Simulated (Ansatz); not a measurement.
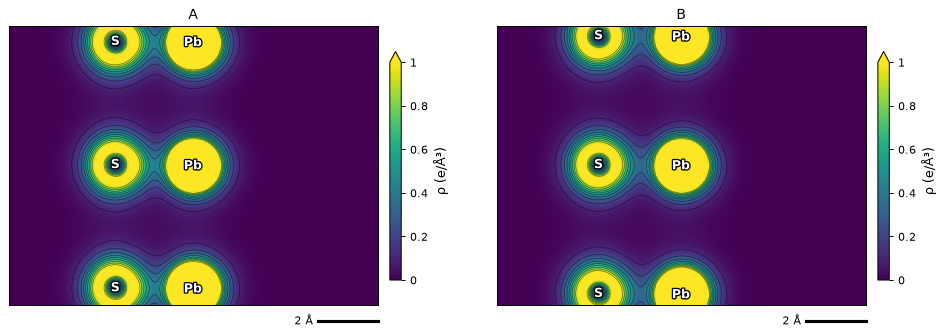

PbS. The valence electron density of two cells that differ in size and shape, on the (010) plane of each (indices in the axes of the calculation cell), at one length scale and on one colour scale: B has 54.1 Å³ an atom and A 46.6.

These are results of DFT PBE+D3(BJ), scalar-relativistic, plane waves, PAW in Ansatz 0.2.0, not measurements.

The larger cell:

```xyz
4
Lattice="11.6372 0.0000 0.0000 0.0000 3.0945 3.0062 0.0000 -3.0945 3.0062" Properties=species:S:1:pos:R:3 pbc="T T T"
Pb    7.2684   -1.5473    3.0461
Pb    4.3688    1.5473    3.0461
S     7.1415    1.5473    3.0925
S     4.4957   -1.5473    3.0925
```

The smaller cell: a = 10.959 Å, b = 4.123 Å, c = 4.123 Å, α = 89.97°, β = 90.00°, γ = 90.00°.

### What does the compression do to the bonding and the properties?

From the larger cell to the smaller, Pb–S goes from 2.77 to 2.61 Å, and the density at its midpoint from 0.33 to 0.43 e/Å³; the pressure goes from −1.1 to 2.2 GPa.
